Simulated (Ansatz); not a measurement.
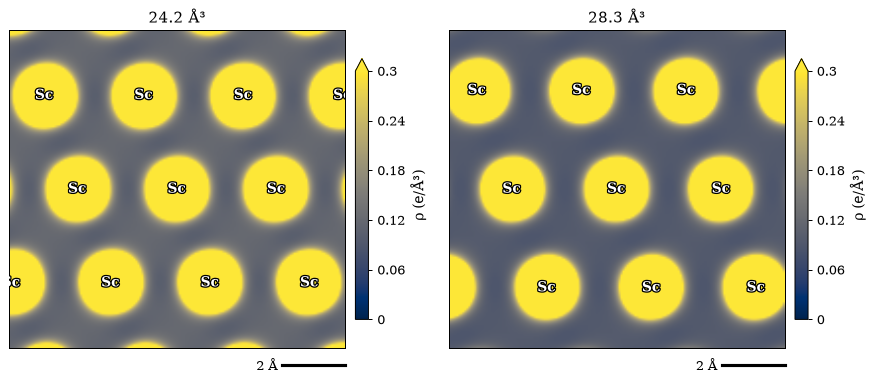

Sc. The valence pseudo-density of cells scaled evenly to different volumes (given per atom above each panel), on the (010) plane of each (indices in the axes of the cell below), at one length scale and on one colour scale.

A generated structure, not necessarily the stable one; computed without spin polarisation.

Computed with DFT, BLYP, plane waves (420 eV) with PAW, scalar-relativistic (Ansatz).

In a PAW calculation such maps are meaningful between the atoms, not at the nuclei.

The largest cell:

```
Sc
1.0
    -1.91915    1.91915    1.91915
     1.91915   -1.91915    1.91915
     1.91915    1.91915   -1.91915
Sc
1
Direct
  0.00000 0.00000 0.00000
```

| volume (Å³/atom) | Sc–Sc contact in the plane (Å) | ρ at its midpoint (e/Å³) | pressure (GPa) | 
| --- | --- | --- | --- |
| 24.23 | 3.158 | 0.103 | 2.2 | 
| 26.25 | 3.243 | ? | ? | 
| 28.27 | 3.324 | 0.088 | −4.7 | 

Question: What values belong in the row with question marks?

Answer: Over the known rows ln ρ falls by 0.95 per Å of Sc–Sc distance (the line through the two), which gives 0.095 e/Å³ at 3.243 Å; the calculation gives 0.095 e/Å³. For the pressure, a straight line in volume between the neighbouring rows gives −1.2 GPa; the calculation gives −1.9, lower because pressure rises ever faster on compression.
